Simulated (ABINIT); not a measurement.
## Rpa calculation of MgS (part 4 of 4)

The same run, continued: MgS (F-43m, 2 atoms in the cell); Kohn-Sham DFT of a periodic cell, PBEsol, PseudoDojo NC SR PBEsol v0.4.1 standard, RPA, no spin polarisation (ABINIT 10.8.3); cutoff 1142.88 eV, 4×4×4 k-mesh, fixed occupations. The structure derives from a Materials Project entry.

Geometry of the input (Å; fractional positions):
```
0.0000  2.8264  2.8264
2.8264  0.0000  2.8264
2.8264  2.8264  0.0000
S  0.2500  0.2500  0.2500
Mg 0.0000  0.0000  0.0000
```

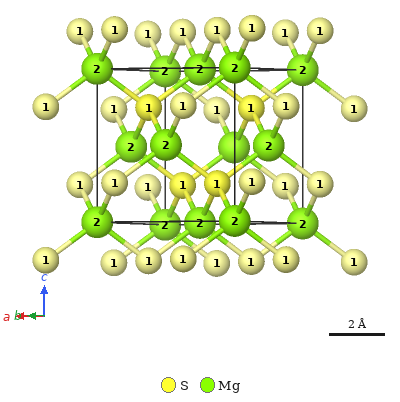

*The structure as given in the input (ball-and-stick view of the cell 4 times as large as that of the calculation, set on its symmetry axes, seen at an oblique angle; neighbours outside the cell are drawn fainter; atoms are numbered from 1 in the order of the input). An atom can appear more than once, as a periodic image.*

Output, continued:
```
--------------------------------------------------------------------------------
  q-point number  5        q = ( 0.500000, 0.250000, 0.000000) [r.l.u.]
--------------------------------------------------------------------------------
  Average fulfillment of the sum rule on Im[epsilon] for q-point    5 :     76.90  [%]

--------------------------------------------------------------------------------
  q-point number  6        q = (-0.250000, 0.250000, 0.000000) [r.l.u.]
--------------------------------------------------------------------------------
  Average fulfillment of the sum rule on Im[epsilon] for q-point    6 :     77.38  [%]

--------------------------------------------------------------------------------
  q-point number  7        q = ( 0.500000, 0.500000, 0.000000) [r.l.u.]
--------------------------------------------------------------------------------
  Average fulfillment of the sum rule on Im[epsilon] for q-point    7 :     76.58  [%]

--------------------------------------------------------------------------------
  q-point number  8        q = (-0.250000, 0.500000, 0.250000) [r.l.u.]
--------------------------------------------------------------------------------
  Average fulfillment of the sum rule on Im[epsilon] for q-point    8 :     76.58  [%]

== END DATASET(S) ==============================================================
================================================================================

 -outvars: echo values of variables after computation  --------
            acell      7.5533649502E+00  7.5533649502E+00  7.5533649502E+00 Bohr
           etotal1    -7.0425092939E+01
           etotal3     0.0000000000E+00
           etotal4     0.0000000000E+00
           etotal5     0.0000000000E+00
            fcart1    -0.0000000000E+00 -0.0000000000E+00 -0.0000000000E+00
                      -0.0000000000E+00 -0.0000000000E+00 -0.0000000000E+00
            fcart3     0.0000000000E+00  0.0000000000E+00  0.0000000000E+00
                       0.0000000000E+00  0.0000000000E+00  0.0000000000E+00
            fcart4     0.0000000000E+00  0.0000000000E+00  0.0000000000E+00
                       0.0000000000E+00  0.0000000000E+00  0.0000000000E+00
            fcart5     0.0000000000E+00  0.0000000000E+00  0.0000000000E+00
                       0.0000000000E+00  0.0000000000E+00  0.0000000000E+00
            rprim      0.0000000000E+00  7.0710678120E-01  7.0710678120E-01
                       7.0710678120E-01  0.0000000000E+00  7.0710678120E-01
                       7.0710678120E-01  7.0710678120E-01  0.0000000000E+00
           strten1    -3.3697887690E-06 -3.3697887690E-06 -3.3697887690E-06
                       0.0000000000E+00  0.0000000000E+00  0.0000000000E+00
           strten3     0.0000000000E+00  0.0000000000E+00  0.0000000000E+00
                       0.0000000000E+00  0.0000000000E+00  0.0000000000E+00
           strten4     0.0000000000E+00  0.0000000000E+00  0.0000000000E+00
                       0.0000000000E+00  0.0000000000E+00  0.0000000000E+00
           strten5     0.0000000000E+00  0.0000000000E+00  0.0000000000E+00
                       0.0000000000E+00  0.0000000000E+00  0.0000000000E+00
           xangst      1.4131771541E+00  1.4131771541E+00  1.4131771541E+00
                       0.0000000000E+00  0.0000000000E+00  0.0000000000E+00
             xred      2.5000000000E-01  2.5000000000E-01  2.5000000000E-01
                       0.0000000000E+00  0.0000000000E+00  0.0000000000E+00
 Calculation completed.
```

Key numbers:

```csv
quantity,value
outcome,converged
space group (tolerance 0.01 Å),F-43m (216)
electrons treated,16
gap on the k-point mesh,3.30 eV
wall time,6.6 min
peak memory,0.51 GiB
```

Points of doubt noted for this run: k mesh coarse for many body; rpa lacks q0 head.
